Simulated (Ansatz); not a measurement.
```xyz
6
Lattice="3.2185 0.0000 0.0000 -1.6092 2.7873 0.0000 0.0000 0.0000 12.0204" Properties=species:S:1:pos:R:3 pbc="T T T"
W     0.0000    1.8582    7.5128
W     1.6092    0.9291    1.5027
S     1.6092    0.9291    9.0593
S     0.0000    1.8582    3.0491
S     0.0000    0.0000   11.9763
S     0.0000    0.0000    5.9661
```

Space group P6₃mc; a structure from a database of computed crystals, not necessarily the ambient phase; started from the SnS2-186 prototype, which need not be the ambient phase.

Theory: Ansatz, DFT, r2SCAN+rVV10, plane waves, PAW.

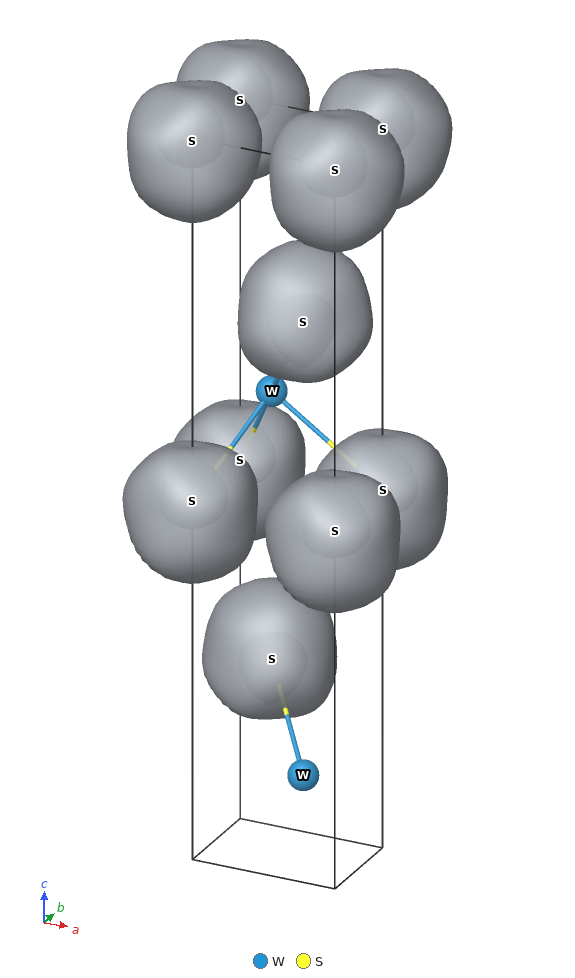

WS₂. Isosurface of the electron localisation function at 0.7 (grey), seen slightly off an axis. Core shells and regions of very low density are left out. Sticks mark near contacts.

In a PAW calculation such maps are meaningful between the atoms, not at the nuclei.

### Where are the electrons localised?

At this value the surface marks out four regions wrapped around S (the valence shell of each), counted in one cell of 6 atoms. Regions shared between cells count once. Along the contacts the grid gives the following. W–S (2.42 Å): the ELF peaks at about 0.85 in the valence shell of S, 0.8 Å from its nucleus, and is about 0.40 at the midpoint.
